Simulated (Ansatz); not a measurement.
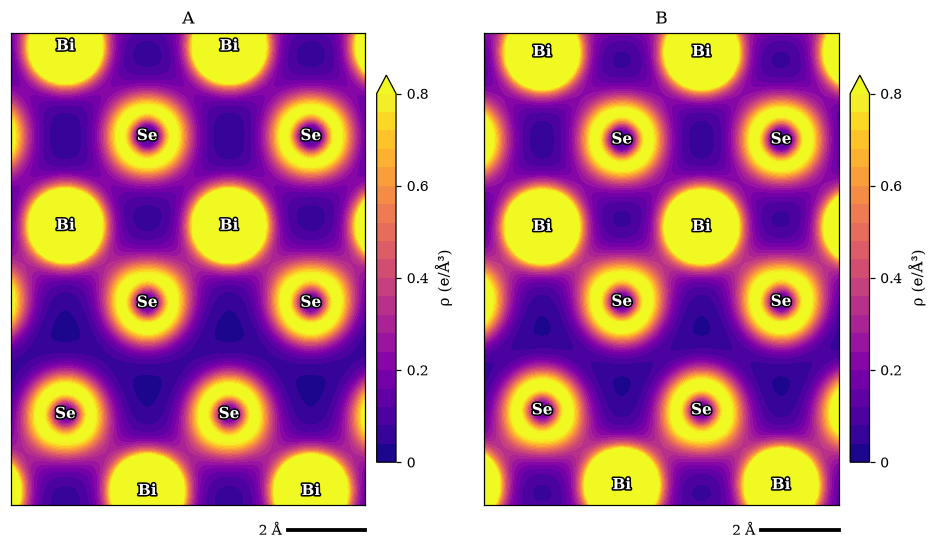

Bi$_{2}$Se$_{3}$. The valence charge density (pseudo) of two cells that differ in size, on the (111) plane of each (indices in the axes of the calculation cell), at one length scale and on one colour scale; one has 27.2 and the other 29.5 Å³ an atom.

Method: Kohn-Sham DFT of a periodic cell, PBE, Ansatz PAW large core in Ansatz 0.2.0.

> Which panel shows the smaller cell, and what does the compression change?

Panel B is the smaller cell, by 8 % in volume. From the larger cell to the smaller, Bi–Se goes from 2.89 to 2.81 Å, and the density at its midpoint from 0.32 to 0.36 e/Å³; the pressure goes from 0.1 to 6 GPa.
